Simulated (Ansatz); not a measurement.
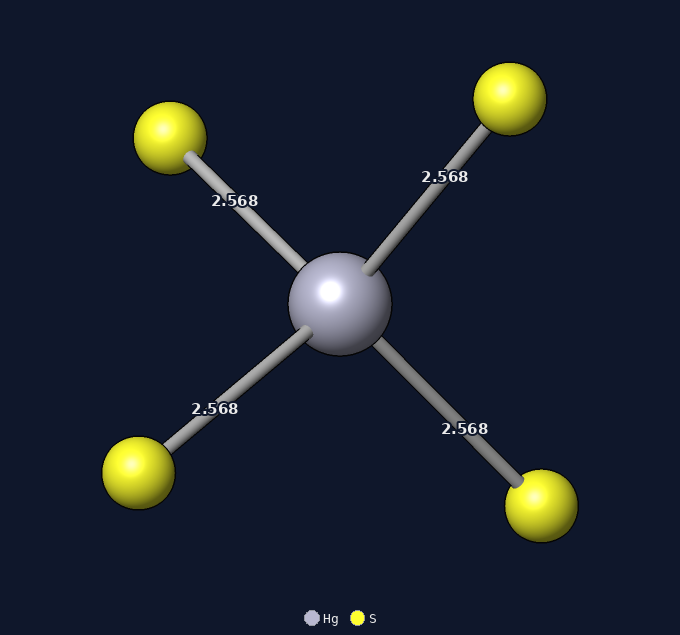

The surroundings of site Hg1 (at 0.000, 0.000, 0.000) in HgS (F-43m), with bond lengths in Å.

Origin of the cell: a calculation's input that goes back to an entry of the Crystallography Open Database (an earlier step may have relaxed or displaced it).

```xyz
8
Lattice="5.9304 0.0000 0.0000 0.0000 5.9304 0.0000 0.0000 0.0000 5.9304" Properties=species:S:1:pos:R:3 pbc="T T T"
Hg    0.0000    0.0000    0.0000
S     1.4826    4.4478    4.4478
Hg    0.0000    2.9652    2.9652
S     1.4826    1.4826    1.4826
Hg    2.9652    0.0000    2.9652
S     4.4478    4.4478    1.4826
Hg    2.9652    2.9652    0.0000
S     4.4478    1.4826    4.4478
```

Bond valence s = exp((R0 − d)/b), R0 fitted to published crystal structures with b = 0.37 Å; R0 in Å: Hg2+–S 2.292.

Calculate the bond-valence sum of Hg1 from the bonds drawn.

Answer. 4 × 0.474 = 1.90 v.u., against a formal valence of 2: underbonded (bonds long for this ion) by 0.10.

And over the whole structure?

Answer.
```csv
site,"x, y, z",formal valence,bond-valence sum,difference
Hg1,"0.000, 0.000, 0.000",+2,1.91,-0.09
S1,"0.250, 0.750, 0.750",−2,1.91,-0.09
```

These sums include all anions within 5 Å. The global instability index (root mean square of the differences over all atoms) is 0.09 v.u.: little strain. The cell was not relaxed for this table, and a volume that is off by a few per cent shifts all sums together.
